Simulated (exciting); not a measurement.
# Energy of Br along an even scaling of the cell

System: Br (I4/mmm, 1 atom in the cell).
Method: Kohn-Sham DFT of a periodic cell, PBE, all-electron LAPW+lo, shipped species files, no spin polarisation (exciting sodium).

The 7 runs differ only in the geometry, by an even scaling of the cell at fixed fractional positions. The structure derives from a Materials Project entry.

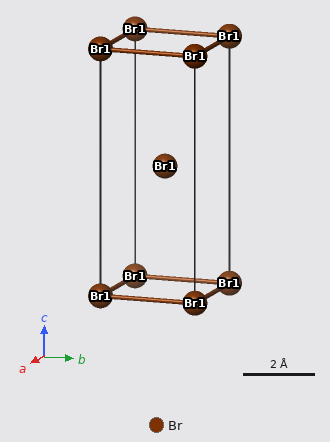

Figure 1. The structure of run 4 (ball-and-stick view of the cell 2 times as large as that of the calculation, set on its symmetry axes, seen slightly off an axis; atoms are numbered from 1 in the order of the input).

**Input of run 4**
```
<input>
  <title>Br</title>
  <structure speciespath="./" tshift="false">
    <crystal scale="1">
      <basevect>-2.690009463127 2.690009463127 6.760528035391</basevect>
      <basevect>2.690009463127 -2.690009463127 6.760528035391</basevect>
      <basevect>2.690009463127 2.690009463127 -6.760528035391</basevect>
    </crystal>
    <species speciesfile="Br.xml" rmt="2">
      <atom coord="0.000000000000 0.000000000000 0.000000000000"/>
    </species>
  </structure>
  <groundstate do="fromscratch" ngridk="13 13 13" rgkmax="9" gmaxvr="14" lmaxapw="10" lmaxmat="10" lmaxvr="8" xctype="GGA_PBE" stype="Fermi Dirac" swidth="0.00183747" nempty="8" ValenceRelativity="iora*" epsengy="1e-05" epspot="1e-05" maxscl="60" tforce="true" outputlevel="normal"/>
</input>
```

Command:
```bash
OMP_NUM_THREADS=1 exciting_smp
```

Lattice vectors (Å) and fractional positions of run 4:
```
  -1.423492    1.423492    3.577517
   1.423492   -1.423492    3.577517
   1.423492    1.423492   -3.577517
Br  0.000000  0.000000  0.000000
```

Run 5 has the same physical settings and fractional positions; its lattice vectors (Å) are:
```
  -1.432919    1.432919    3.601210
   1.432919   -1.432919    3.601210
   1.432919    1.432919   -3.601210
```

**Results, with one run withheld**

| run | volume per atom (Å³) | free energy per atom, from the lowest run given (meV) |
| --- | --- | --- |
| 1 | 27.257 | 34.25 |
| 2 | 27.837 | 21.13 |
| 3 | 28.417 | 11.61 |
| 4 | 28.997 | 4.76 |
| 5 | 29.577 | ? |
| 6 | 30.157 | 0.00 |
| 7 | 30.737 | 1.00 |

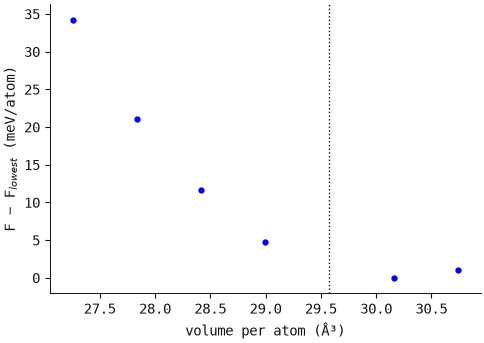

Figure 2. Free energy per atom of the runs given; the dotted line marks run 5.

Estimate the energy of run 5 from the others.

A cubic polynomial in V^(−2/3) (the Birch–Murnaghan form), fitted to the 6 runs given, misses them by at most 0.14 meV per atom. With x = V^(−2/3) − 0.10629 Å⁻², it reads F = 6.2144 + 4082.1 x + 6.6107e+05 x² − 2.396e+05 x³ (meV per atom). At run 5 it gives 1.13 meV per atom, and the run itself gives 0.87. The fit has its minimum at 30.160 Å³ per atom, where V d²F/dV² gives 33.4 GPa. Cell shape and fractional positions are held, so this is the stiffness under even scaling; the relaxed bulk modulus wasn't computed and can be far lower in a crystal of layers, chains or molecules like this one.

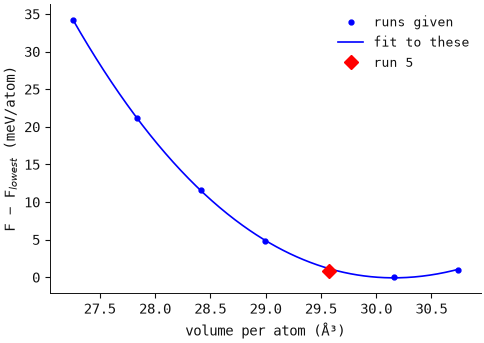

Figure 3. The fit and the withheld run.

**Some lines of the output (run 5)**
```
[...]
 Absolute change in total energy   (target) :  0.532868E-03  ( 0.100000E-04)
 Total energy                               :     -2606.64011962
 Fermi energy                               :         0.09343660
 DOS at Fermi energy (states/Ha/cell)       :        16.41145312
 Absolute change in total energy   (target) :  0.708303E-04  ( 0.100000E-04)
 Total energy                               :     -2606.64011728
 Fermi energy                               :         0.09343659
 DOS at Fermi energy (states/Ha/cell)       :        16.41145666
 Absolute change in total energy   (target) :  0.233739E-05  ( 0.100000E-04)
 Total energy                               :     -2606.64011643
 DOS at Fermi energy (states/Ha/cell)       :        16.41145435
 Absolute change in total energy   (target) :  0.851509E-06  ( 0.100000E-04)
 Total energy                               :     -2606.64011669
 DOS at Fermi energy (states/Ha/cell)       :        16.41145424
```

Notes: The cell holds an odd number of electrons but the run has no spin polarisation, so it comes out as a metal.
